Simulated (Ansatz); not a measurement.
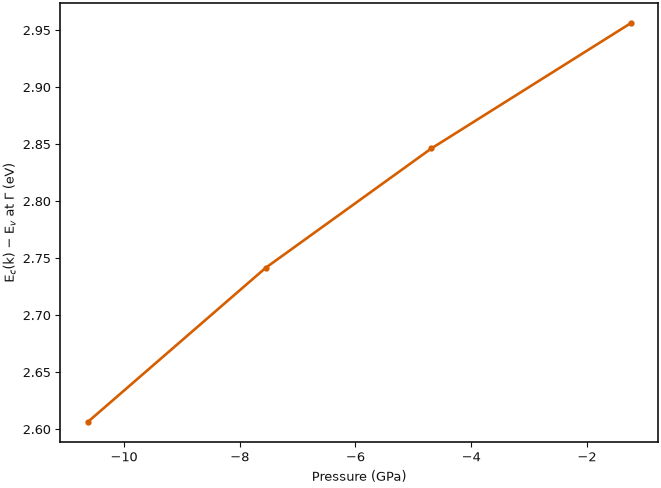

Lowest conduction level at Γ, counted from the valence-band top at W.

System: fluorite-type CdF₂, space group Fm-3m (No. 225), 3 atoms in the primitive cell. The cell is scaled uniformly. Method: LDA, Ansatz PAW set, no spin polarisation, no spin-orbit coupling, 8×8×8 k mesh, 420 eV cutoff, Fermi-Dirac smearing of 0.02 eV (Ansatz 0.2.0).

### How does this level move from −10.6 GPa to −1.2 GPa?

Γ rises by 0.35 eV.

### What is the pressure coefficient?

A straight line through the points has a slope of +37 at Γ (meV per GPa).

The values:
```csv
pressure,Γ (eV),volume (Å³/atom)
−10.6 GPa,2.61,13.82
−7.6 GPa,2.74,13.30
−4.7 GPa,2.85,12.90
−1.2 GPa,2.96,12.51
```

The PAW data sets were made with another functional. LDA, GGA and most meta-GGA functionals understate gaps.
